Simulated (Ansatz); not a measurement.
# Run report: BH$_{3}$N, geometry relaxation (part 2 of 3)

The same run, continued: BH$_{3}$N (20 atoms in the cell); DFT PBE, scalar-relativistic, plane waves, PAW, no spin polarisation (Ansatz 0.2.0); cutoff 420 eV, 1×1×8 k-mesh, Gaussian smearing of 0.05 eV. The structure derives from a Materials Project entry. It belongs to a series of runs on one base structure; here: wire along [0 0 1], 8 atoms a period, capped with H.

Geometry of the input (Å; fractional positions):
```
13.5000  0.0000  0.0000
0.0000  13.2000  0.0000
0.0000  0.0000  4.2245
B  0.5000  0.5067  0.9998
B  0.5000  0.3950  0.4998
B  0.4054  0.5626  0.4998
B  0.5946  0.5626  0.4998
N  0.5000  0.5067  0.6252
N  0.5000  0.3950  0.1252
N  0.4054  0.5626  0.1252
N  0.5946  0.5626  0.1252
H  0.4282  0.3526  0.5950
H  0.5718  0.3526  0.5950
H  0.3335  0.5202  0.5950
H  0.4054  0.6474  0.5950
H  0.6665  0.5202  0.5950
H  0.5946  0.6474  0.5950
H  0.4384  0.3586  0.0436
H  0.5616  0.3586  0.0436
H  0.3438  0.5262  0.0436
H  0.4054  0.6353  0.0436
H  0.6562  0.5262  0.0436
H  0.5946  0.6353  0.0436
```

### The program's output, continued
```
SCF iter   1: F=—  HF=-2358.186025 eV  |F-HF|=—  |Δ(HF+E_count)|=         —  Δρ=1.67e-4  dr2=2.02e-5  ethr=4.25e-7  ⟨swp⟩=8.6  Hψ=2116  notcnv=0  defer=1
preconditioner: auto → Resta (q_TF=auto, 1.690 Å⁻¹)  ε∞=1.4  [insulator: Δε(μ)=4.994 eV  Ē_g=13.967 eV  σ=0.050 eV  W_gap=1.00  n_scr=54 (ndim 8)  ℏωp=8.8 eV  f_vac=0.771  D(μ)=0.00/eV (n_scr^D=0)  ε∞_Penn≈1.4  vacuum switching on, ρ_ref=1.4e-2 e/Å³]
SCF iter   2: F=—  HF=-2358.189737 eV  |F-HF|=—  |Δ(HF+E_count)|=   3.71e-3  Δρ=8.37e-5  dr2=5.22e-6  ethr=4.59e-8  ⟨swp⟩=2.6  Hψ=412  notcnv=0
SCF iter   3: F=—  HF=-2358.191517 eV  |F-HF|=—  |Δ(HF+E_count)|=   1.78e-3  Δρ=2.18e-5  dr2=1.63e-6  ethr=1.19e-8  ⟨swp⟩=3.0  Hψ=424  notcnv=0  defer=17
SCF iter   4: F=—  HF=-2358.191638 eV  |F-HF|=—  |Δ(HF+E_count)|=   1.20e-4  Δρ=2.48e-6  dr2=2.46e-8  ethr=3.69e-9  ⟨swp⟩=2.0  Hψ=334  notcnv=0  defer=20
SCF iter   5: F=—  HF=-2358.191640 eV  |F-HF|=—  |Δ(HF+E_count)|=   2.06e-6  Δρ=1.22e-6  dr2=1.03e-8  ethr=5.60e-11  ⟨swp⟩=2.0  Hψ=283  notcnv=0  defer=29
SCF iter   6: F=—  HF=-2358.191640 eV  |F-HF|=—  |Δ(HF+E_count)|=   4.54e-8  Δρ=2.49e-7  dr2=3.50e-10  ethr=2.34e-11  ⟨swp⟩=2.0  Hψ=244  notcnv=0  defer=29
SCF iter   7: F=-2358.191640 eV  HF=-2358.191640 eV  |F-HF|=5.16e-9  |Δ(HF+E_count)|=   3.85e-8  Δρ=6.47e-8  dr2=2.37e-11  ethr=1.00e-12  ⟨swp⟩=19.0  Hψ=1700  notcnv=0
SCF 7 converged in 7 iterations: F = -2358.191640 eV  dr2 = 2.37e-11
relax step   7: F+E_penalty+E_count = -2358.19163982 eV  Δ(F+E_penalty+E_count) = -2.365e-2 eV  max|allowed force component| = 8.252e-3 eV/Å  Δτ_max = 0.0000 Å  P = +0.026 GPa  Ω = 780.004 Å³  fix = [a, b, alpha, beta, gamma]  reactions: a +0.001, b +0.001 GPa; alpha -0.000 GPa/rad  stress off target by 7.49e-2 GPa on what of the cell is left free  SCF on the basis re-selected at this cell (its energy is not comparable with the rows above)  (7 SCF iters)
basis re-selected at this cell: Δ(F+E_penalty+E_count) = -2.365e-2 eV, ΔP = +0.035 GPa vs the last step (what re-selecting the basis moved, of the pressure what is left beyond the Pulay correction that the steps carried, after the strain that the cell walked since its last selection, with what the two solves' SCF thresholds leave and, on support functions, any second-order correction that the steps lacked; it is no measure of the basis error at this ecutwfc). This SCF's stress stands 7.49e-2 GPa from its target on what of the cell is left free (relax.cell.stress_tol is 3.00e-2 GPa) and its largest allowed force component is 8.25e-3 eV/Å (relax.f_tol is 2.00e-2 eV/Å): not within both, so this SCF does not close the relaxation
Crystal: 20 atoms, lattice volume = 781.159 Å³
Basis set: ecut = 420 eV, 15335 PW (Γ), exchange–correlation on 192×180×60 points (8 copies of the dense FFT grid, shifted against one another)
iter 1 solved again at ethr=3.35e-7 eV; its pass at ethr=3.10e-3 eV (dr2=1.47e-4 eV) is discarded
SCF iter   1: F=—  HF=-2358.191192 eV  |F-HF|=—  |Δ(HF+E_count)|=         —  Δρ=1.79e-4  dr2=1.72e-4  ethr=3.35e-7  ⟨swp⟩=3.0  Hψ=820  notcnv=0
preconditioner: auto → Resta (q_TF=auto, 1.689 Å⁻¹)  ε∞=1.4  [insulator: Δε(μ)=5.007 eV  Ē_g=14.008 eV  σ=0.050 eV  W_gap=1.00  n_scr=54 (ndim 8)  ℏωp=8.8 eV  f_vac=0.771  D(μ)=0.00/eV (n_scr^D=0)  ε∞_Penn≈1.4  vacuum switching on, ρ_ref=1.4e-2 e/Å³]
SCF iter   2: F=—  HF=-2358.191163 eV  |F-HF|=—  |Δ(HF+E_count)|=   2.86e-5  Δρ=8.66e-5  dr2=2.77e-5  ethr=3.35e-7  ⟨swp⟩=2.6  Hψ=324  notcnv=0
SCF iter   3: F=—  HF=-2358.191183 eV  |F-HF|=—  |Δ(HF+E_count)|=   2.01e-5  Δρ=3.34e-5  dr2=6.89e-6  ethr=6.30e-8  ⟨swp⟩=2.0  Hψ=302  notcnv=0
SCF iter   4: F=—  HF=-2358.191148 eV  |F-HF|=—  |Δ(HF+E_count)|=   3.49e-5  Δρ=6.86e-6  dr2=2.13e-7  ethr=1.57e-8  ⟨swp⟩=2.0  Hψ=300  notcnv=0
SCF iter   5: F=—  HF=-2358.191148 eV  |F-HF|=—  |Δ(HF+E_count)|=   9.47e-8  Δρ=2.16e-6  dr2=2.46e-8  ethr=4.83e-10  ⟨swp⟩=2.0  Hψ=320  notcnv=0
SCF iter   6: F=-2358.191148 eV  HF=-2358.191148 eV  |F-HF|=6.57e-10  |Δ(HF+E_count)|=   5.39e-9  Δρ=6.53e-7  dr2=2.40e-9  ethr=3.19e-11  ⟨swp⟩=15.0  Hψ=1518  notcnv=0
SCF 8 converged in 6 iterations: F = -2358.191148 eV  dr2 = 2.40e-9
relax step   8: F+E_penalty+E_count = -2358.19114825 eV  Δ(F+E_penalty+E_count) = +4.916e-4 eV  max|allowed force component| = 1.228e-2 eV/Å  Δτ_max = 0.0017 Å  P = +0.003 GPa  Ω = 781.159 Å³  energy of the carried Pulay correction = -7.668e-4 eV  fix = [a, b, alpha, beta, gamma]  reactions: a +0.003, b +0.003 GPa; alpha -0.000 GPa/rad  (6 SCF iters, dr2 threshold 1.40e-8 eV, accepted)
iter 1 solved again at ethr=4.03e-7 eV; its pass at ethr=3.10e-3 eV (dr2=1.77e-4 eV) is discarded
SCF iter   1: F=—  HF=-2358.191256 eV  |F-HF|=—  |Δ(HF+E_count)|=         —  Δρ=2.24e-5  dr2=1.46e-7  ethr=4.03e-7  ⟨swp⟩=6.6  Hψ=2041  notcnv=0  defer=3
eigensolver tolerance schedule: the retry pair's looser diagonalisation over-reported the residual by 1209.88 of it (diagonalisation noise at 0.19 of the residual, at the tolerance the schedule requests for it); recorded, not acted on — ethr = c·dr2/N_el stays at c = 1.0e-1
preconditioner: auto → Resta (q_TF=auto, 1.689 Å⁻¹)  ε∞=1.4  [insulator: Δε(μ)=5.007 eV  Ē_g=13.989 eV  σ=0.050 eV  W_gap=1.00  n_scr=54 (ndim 8)  ℏωp=8.8 eV  f_vac=0.771  D(μ)=0.00/eV (n_scr^D=0)  ε∞_Penn≈1.4  vacuum switching on, ρ_ref=1.4e-2 e/Å³]
SCF iter   2: F=—  HF=-2358.191817 eV  |F-HF|=—  |Δ(HF+E_count)|=   5.61e-4  Δρ=1.13e-5  dr2=5.35e-8  ethr=3.33e-10  ⟨swp⟩=3.0  Hψ=438  notcnv=0  defer=3
SCF iter   3: F=—  HF=-2358.192053 eV  |F-HF|=—  |Δ(HF+E_count)|=   2.36e-4  Δρ=4.89e-6  dr2=8.48e-9  ethr=1.22e-10  ⟨swp⟩=2.8  Hψ=298  notcnv=0  defer=3
SCF iter   4: F=—  HF=-2358.192154 eV  |F-HF|=—  |Δ(HF+E_count)|=   1.01e-4  Δρ=5.79e-7  dr2=7.42e-10  ethr=1.93e-11  ⟨swp⟩=3.6  Hψ=384  notcnv=0  defer=3
SCF iter   5: F=—  HF=-2358.192158 eV  |F-HF|=—  |Δ(HF+E_count)|=   4.15e-6  Δρ=1.09e-7  dr2=8.45e-11  ethr=1.69e-12  ⟨swp⟩=2.8  Hψ=304  notcnv=0  defer=25
SCF iter   6: F=-2358.192159 eV  HF=-2358.192159 eV  |F-HF|=1.29e-9  |Δ(HF+E_count)|=   2.26e-7  Δρ=5.10e-8  dr2=2.10e-11  ethr=1.00e-12  ⟨swp⟩=21.2  Hψ=1749  notcnv=0
SCF 9 converged in 6 iterations: F = -2358.192159 eV  dr2 = 2.10e-11
relax step   9: F+E_penalty+E_count = -2358.19215865 eV  Δ(F+E_penalty+E_count) = -1.010e-3 eV  max|allowed force component| = 1.220e-2 eV/Å  Δτ_max = 0.0000 Å  P = +0.003 GPa  Ω = 781.159 Å³  fix = [a, b, alpha, beta, gamma]  reactions: a +0.003, b +0.002 GPa; alpha -0.000 GPa/rad  stress off target by 4.89e-3 GPa on what of the cell is left free  SCF on the basis re-selected at this cell (its energy is not comparable with the rows above)  (6 SCF iters)
```

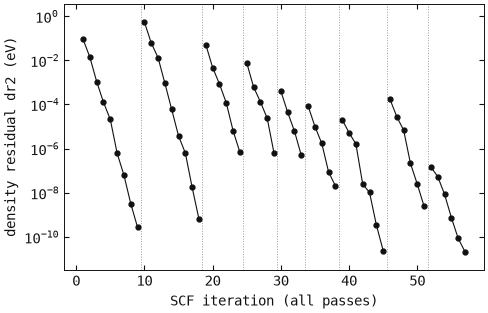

Fig. 1: Convergence of the self-consistent field: density residual dr2 against the SCF iteration. The dotted lines part the SCF passes of the relaxation: geometry steps, rejected trials and re-solves on a re-selected basis. The 9 passes take 4 to 9 iterations each, 57 in all.

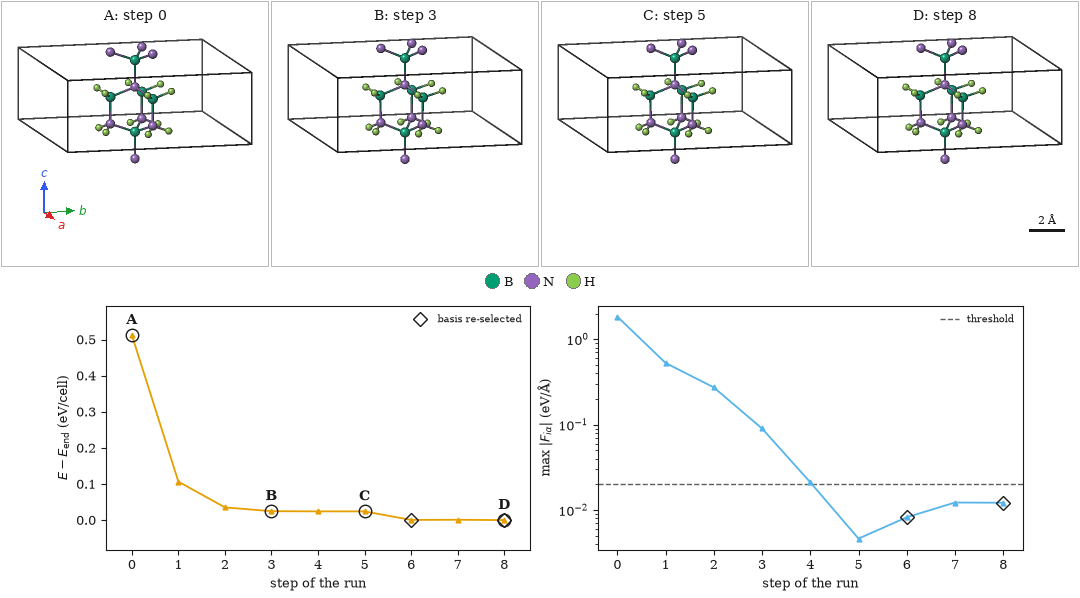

Fig. 2: Frames of the relaxation (ball-and-stick view of the cell of the calculation, with the vacuum cut short, seen slightly off an axis) above the curves, on which the letters mark them (the first geometry is step 0 here and step 1 in the log).

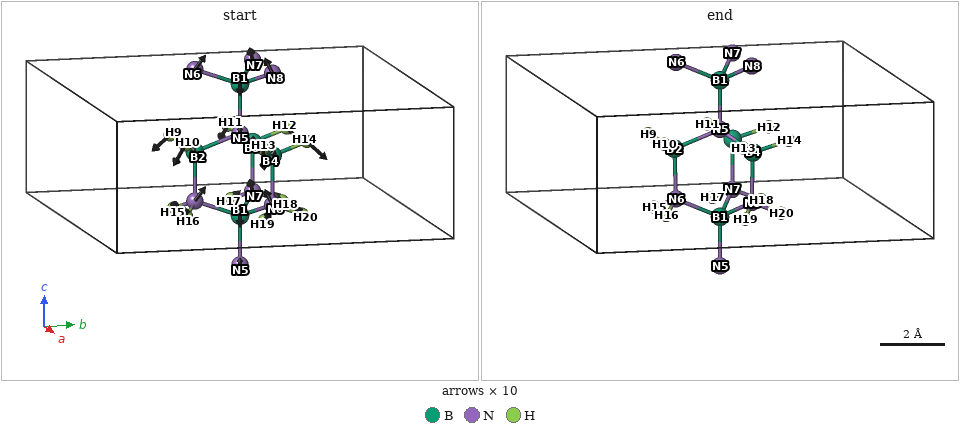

Fig. 3: Before (left) and after (right) the relaxation, at one scale (ball-and-stick view of the cell of the calculation, with the vacuum cut short, seen slightly off an axis). The black arrows give the displacements (without the part carried along by the change of the cell), magnified 10 times. The energy falls by 0.511 eV per cell of the calculation in 6 geometry steps. Largest force component: 1.8 eV/Å at the start, 0.012 eV/Å at the end. The basis was re-selected once at an unchanged geometry, which shifts the energy a little without any move. The largest moves relative to the cell, 0.088 Å, are those of H9, H10, H11, H12, H13 and H14. Largest moves by element: H 0.088 Å, N 0.060 Å, B 0.041 Å. Along the periodic axis the drawn cell goes c 4.225 → 4.384 Å (+3.8 %). Distances before and after: B2–H10 1.190 → 1.224 Å, B2–N6 1.583 → 1.616 Å, B2–N5 1.567 → 1.587 Å, B1–N5 1.583 → 1.577 Å. Among the angles that change: H15–N6–H16 109.2° → 102.7°, B1–N6–B2 109.8° → 115.6°, N6–B1–N7 109.2° → 104.7°. The energy change given includes the shifts at the re-selections in mid-walk, which come without any move. A last SCF at the same geometry on a re-selected plane-wave basis shifts the energy by −1.0 meV per cell of the calculation. (Atoms are counted from 1 in the order of the input.)

```
basis re-selected at this cell: Δ(F+E_penalty+E_count) = -1.010e-3 eV, ΔP = +0.001 GPa vs the last step (what re-selecting the basis moved, of the pressure what is left beyond the Pulay correction that the steps carried, after the strain that the cell walked since its last selection, with what the two solves' SCF thresholds leave and, on support functions, any second-order correction that the steps lacked; it is no measure of the basis error at this ecutwfc). This SCF's stress stands 4.89e-3 GPa from its target on what of the cell is left free (relax.cell.stress_tol is 3.00e-2 GPa) and its largest allowed force component is 1.22e-2 eV/Å (relax.f_tol is 2.00e-2 eV/Å): within both
WARN: The output density's exchange-correlation potential varies sharply where the density is thin. Do not read a vacuum level from v_tot or v_xc, or from such a field of the output density. On a cell that repeats whose density bears no net charge and no dipole along the vacuum's axis use v_es (v_loc + v_h of the components); under efield.dipole_correction with no amplitude use v_es + v_field, which holds any external_charges[].barrier, or the levels of the report's work_function block, which leave it out; under a non-zero efield.amplitude the vacuum is tilted and has no level; on a cell that repeats and bears such a dipole with no correction it is tilted too, and efield.dipole_correction with no amplitude gives each side of its ramp a level where efield: is served; in a cell that repeats whose density bears a net charge (total_charge, or a fill off its count) it is curved and has none; of a slab under crystal.periodic whose density bears no net charge use v_es, which has a level on each side, short of where the two are joined; of another it falls or rises all the way out and has none; of a slab beside external_charges read slab_vacuum_level instead, which it has where they leave it neutral. The grid or the basis barely resolves most such structure, and the values can differ between equally converged runs; as a rule a tighter scf.convergence.dr2_threshold does not remove it. Where the density itself ripples (under the LDA too) a higher basis.ecutwfc lessens it. The files hold the spikes' plane waves up to the density's cutoff. Files: v_tot_of_output_density and the like, and their columns of v_z.tsv (output.write_potential); v_xc_of_output_density and the like, and their columns of v_comp_z.tsv (output.write_potential_components). Measured: with its Gaussian average of σ = 0.25 Å subtracted twice, the exchange-correlation potential is over 0.1 eV at 90 of the grid points where the equally averaged density (valence and model cores) is under 1e-3 e/Å³, and 0.564 eV at the most among them, at an averaged density of 6.8e-7 e/Å³. The input density's (outcome.potential() and, of a run that writes arrays, v_tot and v_xc) is over 0.1 eV, so measured, at 75 points of its own thin density, 0.350 eV at the most. See output.write_potential in the manual, Limitations
SCF converged after 6 iterations
Free energy (F): -2358.192159 eV
Harris-Foulkes:  -2358.192159 eV  (|F-HF|=1.29e-9)
Internal energy: -2358.192159 eV  (E = F + TS)
E sigma→0 (E₀):  -2358.192159 eV
Fermi energy:    -2.342407 eV
--- Per-component energies (eV) ---
  E_band       = -489.680537
  E_kinetic    = 898.260170
  E_local      = -10549.727694  (includes V_loc(G=0)·N_el)
  E_nonlocal   = 247.700541
  E_hartree    = 4804.946056
  E_xc         = -477.131119
  E_vxc        = -597.428942  (∫ρ·V_xc dr)
  E_paw        = -832.733235  (= ΣΔE_a)
  E_vpaw       = -98.361084  (= ΣTr[D̂ρ^β])
  E_aug_tail   = -0.015743  (compensation charges beyond the density's cutoff)
  E_ewald      = 3550.508865
  E_smearing   = -0.000000  (= −TS)
  E_closure    = -0.000000  (closes the sum)
  Σ components = -2358.192159   (vs F -2358.192159, Δ=0.00e0)
--- Forces (eV/Å), atoms counted from 1 ---
  atom   1  B      0.00000000     0.00023581    -0.01156062
  atom   2  B      0.00000000    -0.00873775    -0.00280193
  atom   3  B     -0.00763150     0.00434644    -0.00281882
  atom   4  B      0.00763150     0.00434644    -0.00281882
  atom   5  N      0.00000000    -0.00012804     0.01220397
  atom   6  N      0.00000000    -0.00139018     0.00156682
  atom   7  N     -0.00112998     0.00064370     0.00171275
  atom   8  N      0.00112998     0.00064370     0.00171275
  atom   9  H      0.00068789     0.00152874     0.00030081
  atom  10  H     -0.00068789     0.00152874     0.00030081
  atom  11  H      0.00163152    -0.00015494     0.00032031
  atom  12  H      0.00096185    -0.00132231     0.00034378
  atom  13  H     -0.00163152    -0.00015494     0.00032031
  atom  14  H     -0.00096185    -0.00132231     0.00034378
  atom  15  H     -0.00241471     0.00059202     0.00018514
  atom  16  H      0.00241471     0.00059202     0.00018514
  atom  17  H     -0.00070027    -0.00239392     0.00015360
  atom  18  H      0.00175699     0.00177008     0.00009681
  atom  19  H      0.00070027    -0.00239392     0.00015360
  atom  20  H     -0.00175699     0.00177008     0.00009681
  max |Σ_I F_I| component: 2.96e-6 eV/Å
--- Stress (GPa, compression-positive) ---
        0.002569       0.000000       0.000000
        0.000000       0.002495       0.000026
        0.000000       0.000027       0.004886
  P = ⅓ Tr σ = 0.0033 GPa (0.033 kbar)
--- Band table (eV; the first three rows and the last of 5) ---
  k-point 0: bands = ["-22.5252", "-21.0761", "-21.0756", "-18.9722", "-12.5690", "-12.3281", "-12.2791", "-12.2788", "-10.8391", "-10.7692", "-10.7689", "-9.3561", "-9.3556", "-9.1235", "-9.1233", "-8.3926", "-6.4639", "-6.4638", "-6.4004", "-4.9187", "-4.9185", "-4.8476", "0.1628", "0.8823", "0.9034", "1.0654", "1.2636", "1.3536", "1.9789", "2.0695", "2.4764", "2.5657", "3.0149", "3.0471", "3.1304", "3.4586", "3.7607", "3.9119", "4.0247", "4.3852", "4.4790", "4.5024"]
  k-point 1: bands = ["-22.4855", "-21.0680", "-21.0675", "-19.0803", "-12.8336", "-12.2529", "-12.2526", "-11.8394", "-11.1080", "-11.1076", "-10.8189", "-9.2146", "-9.2144", "-8.8125", "-8.8122", "-8.5547", "-6.5434", "-6.5433", "-6.3125", "-5.0094", "-5.0091", "-4.9222", "0.2346", "0.9798", "0.9934", "1.1682", "1.3723", "1.4384", "2.0889", "2.1774", "2.5622", "2.6997", "3.1339", "3.1447", "3.2520", "3.5195", "3.8673", "4.0135", "4.1466", "4.1849", "4.4352", "4.5298"]
  k-point 2: bands = ["-22.3817", "-21.0483", "-21.0478", "-19.3410", "-12.9719", "-12.1935", "-12.1932", "-11.6169", "-11.6166", "-11.1973", "-10.7687", "-9.0886", "-9.0885", "-8.7490", "-8.1932", "-8.1930", "-6.6560", "-6.6557", "-6.3041", "-5.2317", "-5.2314", "-5.0991", "0.4155", "1.2422", "1.2459", "1.4699", "1.6805", "1.6930", "2.3930", "2.4904", "2.7905", "3.0340", "3.2800", "3.3017", "3.5552", "3.6210", "3.8510", "4.0365", "4.1792", "4.2334", "4.6491", "4.7502"]
```
